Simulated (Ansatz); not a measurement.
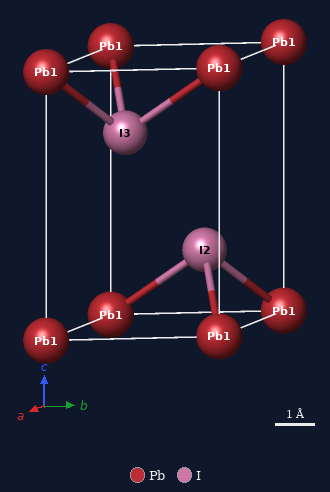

*The structure as given in the input (ball-and-stick view of the cell of the calculation, seen slightly off an axis; atoms are numbered from 1 in the order of the input). An atom can appear more than once, as a periodic image.*

Near neighbours in the periodic cell (some may lie outside the picture): Pb has 6 I at 3.22 Å; I has 3 Pb at 3.22 Å.

# Single-point calculation, with input and output: PbI$_{2}$

System: PbI$_{2}$ (P-3m1, 3 atoms in the cell).
Method: DFT, PBEsol, PAW with Ansatz's default frozen-core files, scalar-relativistic; levels and slopes on a fine mesh, independent-particle optical spectra, no spin polarisation (Ansatz 0.2.0).

The structure derives from an entry of the Crystallography Open Database. It belongs to a series of runs on one base structure; here: PAW files in place of LAPW. Figures and captions count atoms from 1; the log counts them from 0 in places.

The program's output:
```
Engine: ansatz 0.2.0, aarch64-unknown-linux-gnu
Pseudopotentials: kind: paw
Pseudopotential: Pb, paw, valence charge 14, recommended cutoff 420 eV (normal), Pb.paw.azcp
Pseudopotential: I, paw, valence charge 17, recommended cutoff 420 eV (normal), I.paw.azcp
Functional definition: PBEsol
  exchange = pbesol_x
  correlation = pbesol_c
Crystal: 3 atoms, lattice volume = 126.405 Å³
Basis set: ecut = 420 eV, 2465 PW (Γ), exchange–correlation on 64×64×96 points (8 copies of the dense FFT grid, shifted against one another)
Bands: 29, of which v1, the nominal top of the filled ones, is band 24 counted from 1 (23 counted from 0)
Symmetry: 12 space group operations
Space group: P-3m1 (ITA 164), of the structure as read, at distance tolerance 5.0e-5 Å
k-points: 24 of 144
Non-local potential: Pb, projectors of the file, l = 0: 2, l = 1: 2, l = 2: 2, l = 3: 2
Non-local potential: I, projectors of the file, l = 0: 2, l = 1: 2, l = 2: 2, l = 3: 2
PAW form: soft (Blöchl's): semilocal exchange-correlation on the pseudo side does not see the compensation charge
PAW frozen core: Pb, regenerated for the run's functional, and the local potential with it (the file was generated under x = pbe(κ = 0.804, μ = 0.2195149727645171), c = pbe(β = 0.06672455060314922))
PAW frozen core: I, regenerated for the run's functional, and the local potential with it (the file was generated under x = pbe(κ = 0.804, μ = 0.2195149727645171), c = pbe(β = 0.06672455060314922))
PAW one-centre angular grid: Pb, 590 points (default); XC on 64 Gauss nodes
PAW one-centre angular grid: I, 590 points (default); XC on 64 Gauss nodes
Initial density: superposition of atomic densities (neutral atoms: chi_scale 0, normalization atom), corrected by the library's trained network
Initial wavefunctions: pseudopotential atomic-orbital guess
Functional: x = pbesol(κ = 0.804, μ = 0.12345679012345678), c = pbesol(β = 0.046)
SCF iter   1: F=—  HF=-26621.362593 eV  |F-HF|=—  |Δ(HF+E_count)|=         —  Δρ=1.86e-3  dr2=8.82e-3  ethr=1.77e-3  ⟨swp⟩=5.5  Hψ=2595  notcnv=0  defer=63
preconditioner: auto → Resta (q_TF=auto, 2.322 Å⁻¹)  ε∞=2.7  [insulator: Δε(μ)=2.131 eV  Ē_g=13.341 eV  n_scr=22 (ndim 8)  ℏωp=17.5 eV  f_vac=0.126  ε∞_Penn≈2.7]
SCF iter   2: F=—  HF=-26621.358224 eV  |F-HF|=—  |Δ(HF+E_count)|=   4.37e-3  Δρ=1.11e-3  dr2=1.37e-3  ethr=1.84e-5  ⟨swp⟩=3.0  Hψ=1320  notcnv=0  defer=69
SCF iter   3: F=—  HF=-26621.358330 eV  |F-HF|=—  |Δ(HF+E_count)|=   1.06e-4  Δρ=2.75e-4  dr2=8.13e-5  ethr=2.85e-6  ⟨swp⟩=3.0  Hψ=1298  notcnv=0  defer=69
SCF iter   4: F=—  HF=-26621.358368 eV  |F-HF|=—  |Δ(HF+E_count)|=   3.77e-5  Δρ=1.24e-4  dr2=2.15e-5  ethr=1.69e-7  ⟨swp⟩=3.0  Hψ=1267  notcnv=0  defer=65
SCF iter   5: F=—  HF=-26621.358392 eV  |F-HF|=—  |Δ(HF+E_count)|=   2.43e-5  Δρ=1.67e-5  dr2=5.31e-7  ethr=4.48e-8  ⟨swp⟩=2.0  Hψ=872  notcnv=0  defer=52
SCF iter   6: F=—  HF=-26621.358396 eV  |F-HF|=—  |Δ(HF+E_count)|=   4.21e-6  Δρ=5.66e-6  dr2=6.01e-8  ethr=1.11e-9  ⟨swp⟩=3.0  Hψ=1282  notcnv=0  defer=44
SCF iter   7: F=—  HF=-26621.358396 eV  |F-HF|=—  |Δ(HF+E_count)|=   9.31e-8  Δρ=2.07e-6  dr2=5.27e-9  ethr=1.25e-10  ⟨swp⟩=2.0  Hψ=1248  notcnv=0  defer=44
SCF iter   8: F=—  HF=-26621.358396 eV  |F-HF|=—  |Δ(HF+E_count)|=   9.07e-9  Δρ=5.06e-7  dr2=3.68e-10  ethr=1.10e-11  ⟨swp⟩=2.0  Hψ=1248  notcnv=0  defer=44
SCF iter   9: F=—  HF=-26621.358396 eV  |F-HF|=—  |Δ(HF+E_count)|=   1.05e-9  Δρ=1.40e-7  dr2=3.47e-11  ethr=1.00e-12  ⟨swp⟩=2.0  Hψ=1248  notcnv=0  defer=44
SCF iter  10: F=—  HF=-26621.358396 eV  |F-HF|=—  |Δ(HF+E_count)|=  1.02e-10  Δρ=5.32e-8  dr2=1.09e-11  ethr=1.00e-12  ⟨swp⟩=15.4  Hψ=4825  notcnv=0
SCF iter  11: F=-26621.358396 eV  HF=-26621.358396 eV  |F-HF|=7.28e-12  |Δ(HF+E_count)|=  1.46e-11  Δρ=1.83e-8  dr2=1.05e-12  ethr=1.00e-12  ⟨swp⟩=6.0  Hψ=2990  notcnv=0
SCF 1 converged in 11 iterations: F = -26621.358396 eV  dr2 = 1.05e-12
  greatest PAW one-centre occupation: 0.999 electrons in one spin orbital (limit 2), on the I atom at site 2 (counted from 0), in its partial waves of l = 2
```

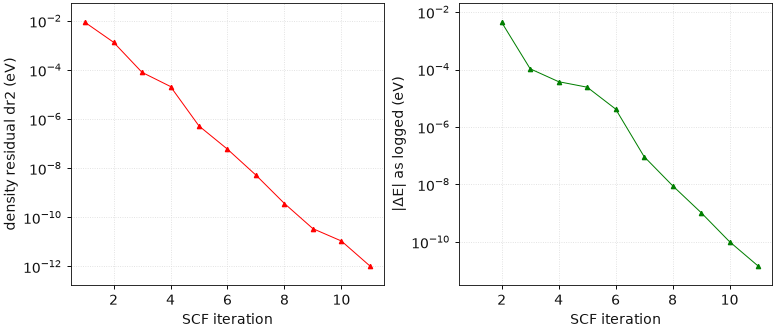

*Convergence of the self-consistent field: density residual dr2 and size of the energy change against the SCF iteration.*

The residual falls at every step.

```
NSCF: frozen V_eff on 50 k-points
Optics k sum: 0 of 50 k-points
Optics k sum: 3 of 50 k-points
Optics k sum: 5 of 50 k-points
Optics k sum: 8 of 50 k-points
Optics k sum: 10 of 50 k-points
Optics k sum: 13 of 50 k-points
Optics k sum: 15 of 50 k-points
Optics k sum: 18 of 50 k-points
Optics k sum: 20 of 50 k-points
Optics k sum: 23 of 50 k-points
Optics k sum: 25 of 50 k-points
Optics k sum: 28 of 50 k-points
Optics k sum: 30 of 50 k-points
Optics k sum: 33 of 50 k-points
Optics k sum: 35 of 50 k-points
Optics k sum: 38 of 50 k-points
Optics k sum: 40 of 50 k-points
Optics k sum: 43 of 50 k-points
Optics k sum: 45 of 50 k-points
Optics k sum: 48 of 50 k-points
Optics k sum: 50 of 50 k-points
Optics k sum: 0 of 50 k-points
Optics k sum: 3 of 50 k-points
Optics k sum: 5 of 50 k-points
Optics k sum: 8 of 50 k-points
Optics k sum: 10 of 50 k-points
Optics k sum: 13 of 50 k-points
Optics k sum: 15 of 50 k-points
Optics k sum: 18 of 50 k-points
Optics k sum: 20 of 50 k-points
Optics k sum: 23 of 50 k-points
Optics k sum: 25 of 50 k-points
Optics k sum: 28 of 50 k-points
Optics k sum: 30 of 50 k-points
Optics k sum: 33 of 50 k-points
Optics k sum: 35 of 50 k-points
Optics k sum: 38 of 50 k-points
Optics k sum: 40 of 50 k-points
Optics k sum: 43 of 50 k-points
Optics k sum: 45 of 50 k-points
Optics k sum: 48 of 50 k-points
Optics k sum: 50 of 50 k-points
NSCF: frozen V_eff on 1 k-points
NSCF: frozen V_eff on 1 k-points
NSCF: frozen V_eff on 50 k-points
output.optics: what the bands over the 117 summed would add to eps1, eps2 and the energy-loss function is held between a lower and an upper bound (5 Lanczos steps). eps1, eps2 and their loss function (loss_summed_bands) are given on every row as the summed bands alone make them. Along an axis, on a row where the two bounds hold the loss function to about 1 % of the greater of itself and 0.5 % of |1/eps|, its cell (loss_completed) is given, with the completed eps1 and eps2 that it is formed of (a cell that is left empty reads nan in the table and null in the record). The two bounds hold it so along every axis on all 151 rows up to 30.000 eV. The run works to bound the rows up to 30.000 eV and no higher ones: a peak of the loss function over that energy may be left empty with no warning. To have the run work for it, set output.optics.bands.spectra_wanted_up_to to a higher energy. perfect_screening_sum, loss_f_sum_n_eff and, beside carriers, perfect_screening_limit are those of loss_summed_bands: over the bounded function the two sums would run over rows that are not all bounded, and lack what the bands left out lay past the top of the energy grid. Bounded is said of the bands left out alone, which are those that the basis at basis.ecutwfc holds: it says nothing of that cutoff, of the k-point mesh, of what the sum inside its cells errs by (eps2_relative_error), of the factors of all_electron_strengths, nor of how far the SCF is converged. The bands left out are taken at the k-points, and what their mean over the points' cells stands off that by is in neither bound: the run's estimate of it, which the test of a row counts in, is 0.03 % of |eps| at the most among the values given; where the mean stood off by over 0.5 % the points' spread read 0.1 to 3 times that
SCF converged after 11 iterations
Free energy (F): -26621.358396 eV
Harris-Foulkes:  -26621.358396 eV  (|F-HF|=7.28e-12)
Internal energy: -26621.358396 eV  (E = F + TS)
E sigma→0 (E₀):  -26621.358396 eV
Fermi energy:    4.922244 eV
--- Per-component energies (eV) ---
  E_band       = -880.290562
  E_kinetic    = 664.668137
  E_local      = -5541.818730  (includes V_loc(G=0)·N_el)
  E_nonlocal   = 173.943810
  E_hartree    = 2687.812009
  E_xc         = -473.127868
  E_vxc        = -388.995165  (∫ρ·V_xc dr)
  E_paw        = -19725.495146  (= ΣΔE_a)
  E_vpaw       = -1163.712758  (= ΣTr[D̂ρ^β])
  E_aug_tail   = 0.000111  (compensation charges beyond the density's cutoff)
  E_ewald      = -4408.227120
  E_core_change = 0.886401  (= ΣΔE_core)
  E_smearing   = -0.000000  (= −TS)
  E_closure    = -0.000000  (closes the sum)
  Σ components = -26621.358396   (vs F -26621.358396, Δ=0.00e0)
--- Forces (eV/Å), atoms counted from 1 ---
  atom   1  Pb     0.00000000    -0.00000000     0.00000000
  atom   2  I     -0.00000000    -0.00000000     0.00013310
  atom   3  I      0.00000000     0.00000000    -0.00013310
  max |Σ_I F_I| component: 1.31e-31 eV/Å
--- Stress (GPa, compression-positive) ---
       -0.017326       0.000000      -0.000000
        0.000000      -0.017326       0.000000
       -0.000000       0.000000      -0.003450
  P = ⅓ Tr σ = -0.0127 GPa (-0.127 kbar)
--- Band table (eV; the first three rows and the last of 24) ---
  k-point 0: bands = ["-38.9345", "-38.9345", "-38.9342", "-38.9342", "-38.9340", "-38.9339", "-38.9305", "-38.9305", "-38.9305", "-38.9305", "-11.1154", "-11.1154", "-11.0985", "-11.0907", "-11.0907", "-7.3078", "-6.5833", "-1.9968", "3.7908", "3.9263", "3.9263", "4.0352", "4.0352", "4.1728", "7.3255", "8.2548", "8.2548", "11.1479", "12.2854"]
  k-point 1: bands = ["-38.9345", "-38.9345", "-38.9342", "-38.9342", "-38.9340", "-38.9339", "-38.9305", "-38.9305", "-38.9305", "-38.9305", "-11.1154", "-11.1154", "-11.0985", "-11.0907", "-11.0907", "-7.2456", "-6.6739", "-1.9069", "3.3010", "3.8479", "3.8479", "4.1330", "4.1330", "4.6480", "7.2033", "8.1687", "8.1687", "11.3107", "12.1000"]
  k-point 2: bands = ["-38.9344", "-38.9344", "-38.9342", "-38.9342", "-38.9339", "-38.9339", "-38.9306", "-38.9306", "-38.9305", "-38.9305", "-11.1154", "-11.1154", "-11.0984", "-11.0907", "-11.0907", "-7.1566", "-6.7906", "-1.8146", "3.0190", "3.8051", "3.8051", "4.1958", "4.1958", "4.9222", "7.0765", "8.0860", "8.0860", "11.2510", "12.2558"]
  k-point 23: bands = ["-38.9344", "-38.9344", "-38.9344", "-38.9343", "-38.9338", "-38.9338", "-38.9304", "-38.9304", "-38.9304", "-38.9304", "-11.1358", "-11.1358", "-11.0873", "-11.0873", "-11.0844", "-6.4831", "-6.4831", "-2.5674", "1.9368", "1.9368", "2.2523", "4.1286", "4.1286", "4.8227", "8.2290", "8.2290", "9.0731", "11.8817", "12.5557"]
--- Fermi surface from the table of eigenstates not read: on its mesh, or on one of the eight of every second point, the electrons fill whole bands (an insulator's do; a metal wants a denser output.eigenstates.nscf_kmesh) ---
```

The run was set up as follows.

Input:
```yaml
crystal:
  lattice:
    - [4.54519461601, 0.0, 0.0]
    - [-2.272597308, 3.93625400261, 0.0]
    - [0.0, 0.0, 7.0652916297]
  atoms:
    - { symbol: Pb, position: [0.0, 0.0, 0.0] }
    - { symbol: I, position: [0.333333333333, 0.666666666667, 0.263247485427] }
    - { symbol: I, position: [0.666666666667, 0.333333333333, 0.736752514573] }
kpoints:
  mp_grid: { grid: [6, 6, 4] }
scf:
  occupations: { method: fixed }
hamiltonian:
  xc: pbesol
  pseudopotentials: { kind: paw }
output:
  forces: true
  stress: true
  eigenvalues: true
  eigenstates:
    nscf_kmesh: { grid: [8, 8, 6] }
    de_dk: true
    e_range: [-9, 12.15444528479]
  optics:
    e_range: [0, 30]
    de: 0.2
    sigma: 0.25
    bands: { spectra_wanted_up_to: 30 }
    nscf_kmesh: { grid: [8, 8, 6] }
checkpoint:
  write: ck
  write_wavefunctions: false
```

Command:
```bash
ansatz run input.yaml --threads 2 --pin off --max-ram 6144MiB --backend cpu --events-out ev --progress --plain --runs-dir out
```

Summary:

| quantity | value |
| --- | --- |
| outcome | converged |
| space group (tolerance 0.01 Å) | P-3m1 (164) |
| electrons treated | 48 |
| free energy | −26621.3584 eV |
| Fermi energy | 4.922 eV |
| gap on the k-point mesh | 2.15 eV |
| pressure | −0.01 GPa |
| largest force (length of the vector) | under 0.001 eV/Å |
| hardware | 2 threads of Arm Neoverse V1, 24 GiB of memory available, shared host |
| wall time | 3.5 min (CPU time 7 min) |
| peak memory | 1.8 GiB |

Spin–orbit coupling is left out, which matters for Pb.
